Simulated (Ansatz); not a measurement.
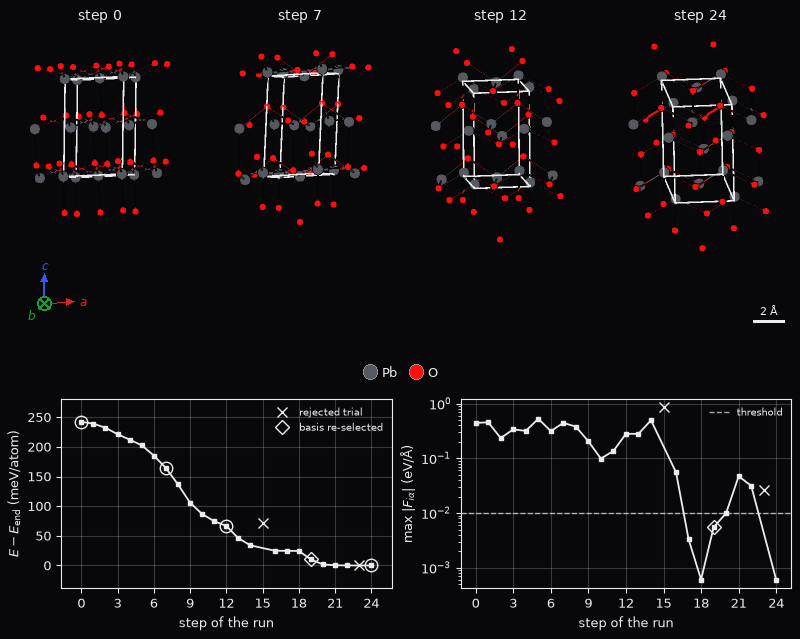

Frames of a relaxation of crystalline PbO (built on the zincblende type), marked on the history of the run. A ball-and-stick model of the cell of the calculation, reduced to other axes, seen from a free direction. Lengths and directions refer to the drawn axes.

Case: shaken.

Computed with DFT, PBEsol, plane waves, PAW (Ansatz 0.2.0). (plane-wave cutoff 420 eV; k-point mesh 6 × 6 × 6; occupations fermi dirac; smearing width 0.05 eV; no spin polarisation; cell and atoms relaxed; force threshold 0.01 eV/Å; at most 120 steps)

> Describe the path.

The run was cut off at its time limit before the program reported convergence, but its last step already meets the force threshold: the largest component is 0.0006 eV/Å against 0.01 eV/Å. The pressure is within 0.01 GPa of its target. Over 21 accepted moves (24 points after the start) the energy falls by 242 meV per atom. Largest force component: 0.44 eV/Å at the start, 0.0006 eV/Å at the end. The pressure goes from 1.12 to 0.01 GPa. The line search rejected the trial steps at points 15, 23 of the run. The SCF was repeated once at an unchanged geometry on a basis and grid sized afresh for the cell, which shifted the energy by 14.3 meV per atom at most. The largest moves relative to the cell, 1.37 Å, are those of O atoms. By element the largest moves are O 1.37 Å, Pb 0.54 Å. The volume changes by −8.9 %, with a 3.871 → 3.901 Å (+0.8 %), b 6.858 → 6.354 Å (−7.3 %), c 6.897 → 6.355 Å (−7.9 %), α 68.7° → 99.4°, β 89.2° → 90.0°, γ 89.3° → 90.0°. Among the contacts that change: O–Pb 4.712 → 2.338 Å, O–Pb 4.624 → 2.338 Å, O–Pb 2.352 → 4.260 Å, O–Pb 2.407 → 4.260 Å. New bonds form: O–Pb (4.62 → 2.34 Å), O–Pb (4.70 → 2.34 Å), O–Pb (4.71 → 2.34 Å). Bonds break: O–Pb (2.35 → 4.26 Å), O–Pb (2.41 → 4.26 Å), O–Pb (2.43 → 4.26 Å), O–Pb (2.45 → 4.26 Å). Among the angles between lasting bonds that change: O–Pb–O 111.6° → 75.3°, O–Pb–O 110.6° → 75.3°, O–Pb–O 110.3° → 75.3°. The space group (tolerance 0.01 Å) goes from P1 (No. 1) to Pmmn (No. 59). From step 0 to 7: an O atom moves most (0.65 Å), volume −2.4 %, energy −78.0 meV per atom. From step 7 to 12: O atoms move most (0.86 Å), volume −8.7 %, energy −97.6 meV per atom. From step 12 to 24: an O atom moves most (0.35 Å), volume +2.3 %, energy −66.6 meV per atom.

| step | E − E(0), meV/atom | largest force component, eV/Å | pressure, GPa | volume, Å³/atom | note |
| --- | --- | --- | --- | --- | --- |
| 0 | 0.00 | 0.4450 | 1.12 | 21.320 |  |
| 1 | -3.22 | 0.4562 | -0.56 | 21.767 |  |
| 2 | -10.08 | 0.2352 | -0.48 | 21.644 |  |
| 3 | -20.96 | 0.3395 | -1.22 | 21.274 |  |
| 4 | -30.12 | 0.3176 | -0.87 | 21.014 |  |
| 5 | -39.65 | 0.5290 | 0.49 | 20.406 |  |
| 6 | -56.90 | 0.3149 | -0.83 | 20.740 |  |
| 7 | -78.00 | 0.4461 | -1.64 | 20.805 |  |
| 8 | -105.50 | 0.3805 | -1.64 | 20.668 |  |
| 9 | -136.44 | 0.2047 | -0.76 | 20.319 |  |
| 10 | -155.52 | 0.0991 | -0.28 | 20.029 |  |
| 11 | -167.65 | 0.1368 | -0.45 | 19.659 |  |
| 12 | -175.61 | 0.2807 | -1.07 | 18.986 |  |
| 13 | -196.35 | 0.2808 | -0.43 | 18.593 |  |
| 14 | -208.32 | 0.4979 | -1.31 | 18.356 |  |
| 15 | -170.39 | 0.8541 | 6.57 | 17.887 | rejected |
| 16 | -217.35 | 0.0555 | -0.39 | 18.549 |  |
| 17 | -217.65 | 0.0033 | -0.01 | 18.501 |  |
| 18 | -217.68 | 0.0006 | -0.02 | 18.494 |  |
| 19 | -232.01 | 0.0055 | 0.80 | 18.494 | same geometry, new basis |
| 20 | -240.58 | 0.0100 | 0.38 | 18.982 |  |
| 21 | -241.80 | 0.0471 | 0.01 | 19.545 |  |
| 22 | -242.23 | 0.0316 | -0.05 | 19.418 |  |
| 23 | -242.24 | 0.0262 | 0.01 | 19.414 | rejected |
| 24 | -242.23 | 0.0006 | 0.01 | 19.427 |  |
